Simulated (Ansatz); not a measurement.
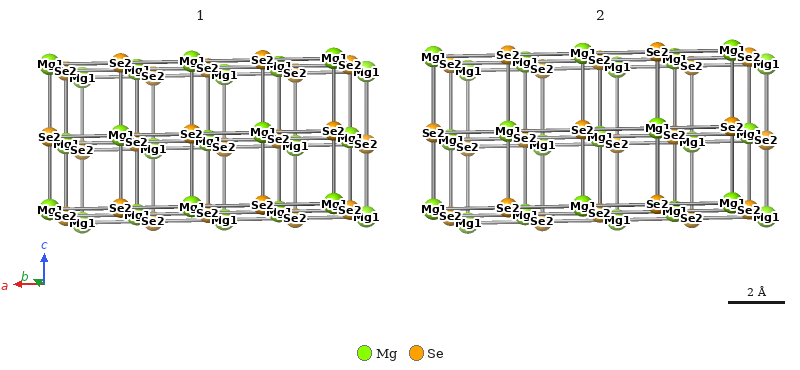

Two geometries of a crystal of MgSe (a generated structure, set up in Fm-3m), drawn at one scale. One is the start of a relaxation, the other its converged end. Style: ball-and-stick. Shown: the conventional cell (4 times the calculation's cell), repeated 2 × 1 × 1 with one cell outlined, from a free direction. Lengths and directions refer to the drawn axes.

Method: Ansatz, DFT, PBE, PAW with Ansatz's default frozen-core files, scalar-relativistic. Settings: plane-wave cutoff 420 eV; k-point mesh 11 × 11 × 11; occupations fermi dirac; smearing width 0.03 eV; no spin polarisation; cell and atoms relaxed; force threshold 0.005 eV/Å; at most 80 steps.

### Which geometry has the lower energy?

Structure 2 is the relaxed one. Case: cell and atoms relaxed from a first guess. No atom moves by more than 0.005 Å relative to the cell. The volume changes by +16.1 %, with a = b = c 5.241 → 5.508 Å (+5.1 %). Near-neighbour distances that change, for instance: Mg1–Se2 2.620 → 2.754 Å. The space group stays Fm-3m (No. 225). After 3 accepted moves (4 points after the start) the energy has fallen by 97.9 meV per atom. All forces vanish by symmetry, so only the cell relaxes. Pressure: 12.30 GPa at the start and 0.00 GPa at the end. At 1 point the geometry stayed and the basis and grid were re-selected for the new cell (energy shift of 0.1 meV per atom at most each time). The run took of the order of 6 core-seconds on a shared host.
